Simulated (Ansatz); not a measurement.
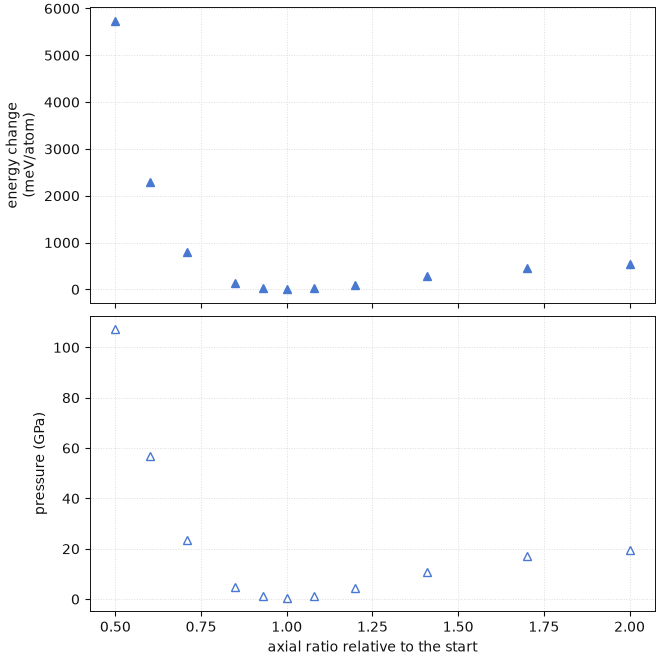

The plot gives the computed energy change and pressure against relative axial ratio for Al, space group Im-3m (No. 229).

Starting cell:
```
CELL_PARAMETERS angstrom
-1.59122 1.59122 1.59122
1.59122 -1.59122 1.59122
1.59122 1.59122 -1.59122
ATOMIC_POSITIONS crystal
Al 0.00000 0.00000 0.00000
```

Calculation (Ansatz 0.2.0): deformation of a crystal at fixed volume, lengths along the axis scaled against those across it, fractional coordinates fixed, by plane-wave density functional theory with PAW datasets, free energies less that of the undisturbed cell, pressure positive in compression; scalar-relativistic. Level: r2SCAN, no spin polarisation.

- wave cutoff: 500 eV
- k mesh: 24×24×24
- occupations: Gaussian
- smearing width: 0.15 eV
- k shift: (0, 0, 0) (mesh steps)
- start: as given
- path: trigonal
- axis direction: (0.5774, 0.5774, 0.5774) (Cartesian unit vector)

### Where is the energy change lowest, and are there other minima?

The lowest computed point is at relative axial ratio 1.00 (0 meV/atom), in a single well.

### How does the pressure vary with relative axial ratio?

It goes from 107 GPa at relative axial ratio 0.50 to 20 GPa at 2.00, not monotonically, with a low of 0 GPa at 1.00.

Note: reference crystal is not relaxed.
